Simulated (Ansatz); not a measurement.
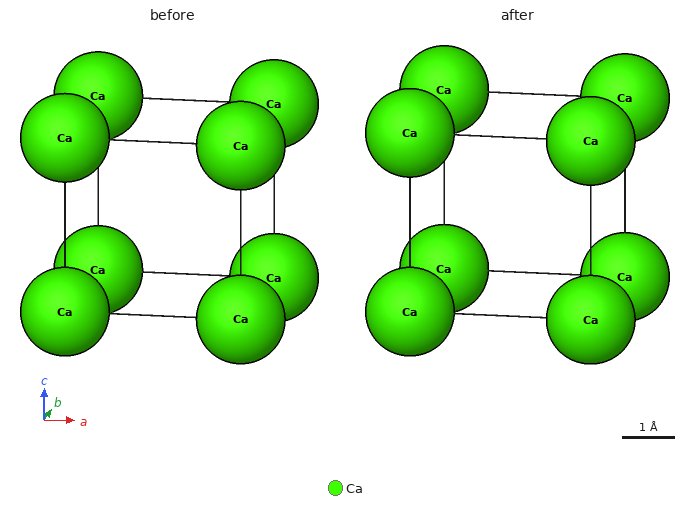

Left: a symmetric starting cell of Ca. Right: the same structure after one change, at the same scale. The picture is a spheres-only view of the cell of the calculation, seen slightly off an axis.

Method: DFT PBE, scalar-relativistic, plane waves, PAW in Ansatz. (plane-wave cutoff 420 eV; k-point mesh 12 × 12 × 12; occupations gaussian; smearing width 0.1 eV; no spin polarisation)

> Which change leads from the left to the right?

All lengths are scaled by +2.9 % (volume +8.8 %), the atoms keeping their fractional coordinates. No relaxation follows. The starting cell wasn't computed here and needn't be at equilibrium, so pressure and forces aren't due to the change alone.

> What does the change do?

The pressure is −0.6 GPa (not all of it need come from the change, since the unchanged cell can be under pressure at this level too). All forces vanish by symmetry. Among the bonded contacts that change: Ca–Ca 3.489 → 3.588 Å. The space group stays Pm-3m (No. 221).
